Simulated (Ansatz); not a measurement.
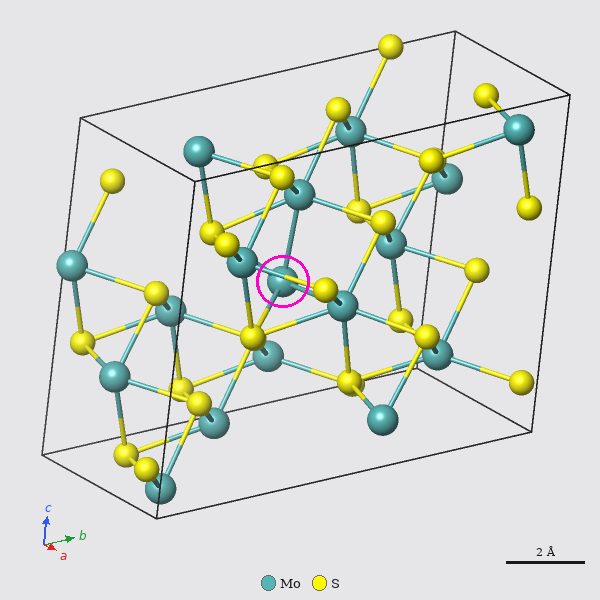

A ball-and-stick picture of a crystal structure, seen slightly off an axis. The lines enclose the supercell; boundary atoms appear with their images. The host is MoS$_{2}$, in a cell of 39 sites, and the cell carries a charge of +1. A ring marks the defect's site.

### Which defect is modelled here, and what are its neighbours?

Molybdenum on a sulfur site (an antisite). It is bonded to two Mo and two S (about 2.6 Å to Mo, 2.5 Å to S). Not all metal-metal contacts are counted.

Electronic-structure method: Ansatz 0.2.0, DFT PBE, scalar-relativistic, plane waves, PAW. Parameters: a cutoff energy of 420 eV, Brillouin-zone sampling on a 2×2×2 mesh, Gaussian smearing of 0.01 eV, collinear spins.

### Is a magnetic moment found?

Yes, 1.0 μB in the cell.

The atoms were relaxed in the host's cell with DFT PBE, scalar-relativistic, plane waves, PAW (Ansatz 0.2.0).
